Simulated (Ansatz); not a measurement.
# ZrS$_{2}$ (slab): what the fields show

```xyz
6
Lattice="3.6486 0.0000 0.0000 -1.8243 3.1598 0.0000 0.0000 0.0000 23.3342" Properties=species:S:1:pos:R:3 pbc="T T T"
S     1.8243    1.0532    4.5000
Zr    0.0000    0.0000    5.9586
S     0.0000    2.1065    7.4170
S     1.8243    1.0532   10.7071
Zr    0.0000    2.1065   12.1657
S     0.0000    0.0000   13.6241
```

Computed with DFT PBE+D3(BJ), scalar-relativistic, plane waves, PAW (Ansatz 0.2.0).

Core electrons are frozen (PAW), and the valence fields are smoothed inside the atomic spheres.

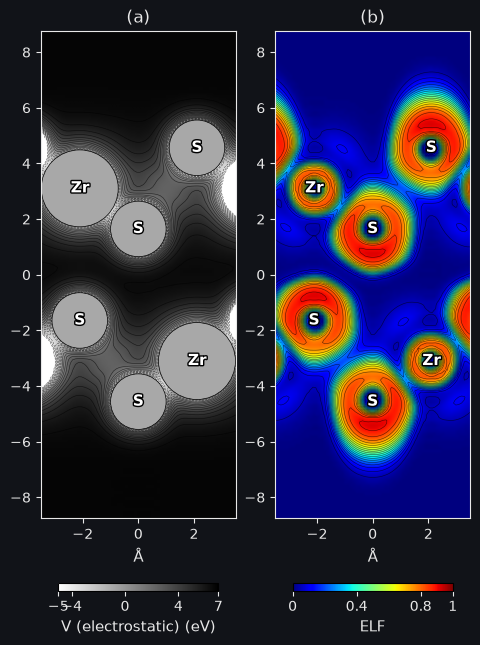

Figure 1. (a) electrostatic potential (local pseudopotential plus Hartree) felt by an electron; (b) electron localisation function on the (110) plane of the calculation cell, a cut from vacuum to vacuum. Grey discs cover the atomic cores in the potential map.

**Read the bonding off the picture.**

- The section cuts through S and Zr sites.
- Zr–S (2.56 Å): the ELF peaks at about 0.85 in the valence shell of S, 0.8 Å from its nucleus, and is about 0.40 at the midpoint.
- The features right at Zr lie inside the PAW spheres, where the map follows smoothed inner orbitals and isn't to be read closely.
- Outside the cores the potential energy rises away from the atoms and is highest in the vacuum; its zero is arbitrary.

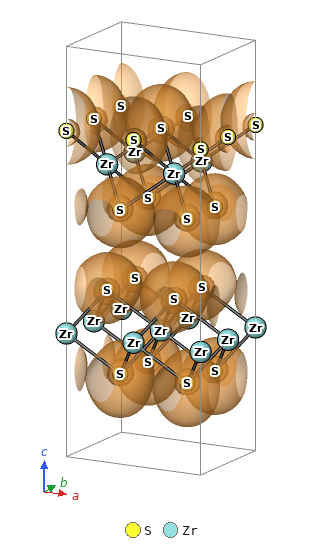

Figure 2. Isosurface of the electron localisation function at 0.65 (orange), seen slightly off an axis. Only the valence region is drawn (cores and ρ < 0.01 e/Å³ removed). Sticks mark near contacts.

**Where are the electrons localised?**

The ELF exceeds this value in four regions wrapped around S (the valence shell of each), counted in one cell of 6 atoms. Counts are for one cell; the picture repeats the cell along the surface.

**Does the calculation make it a metal, or give it a gap?**

It is gapped, with a Kohn–Sham gap of 1.1 eV on the k-point mesh, an upper bound to the gap of this method.
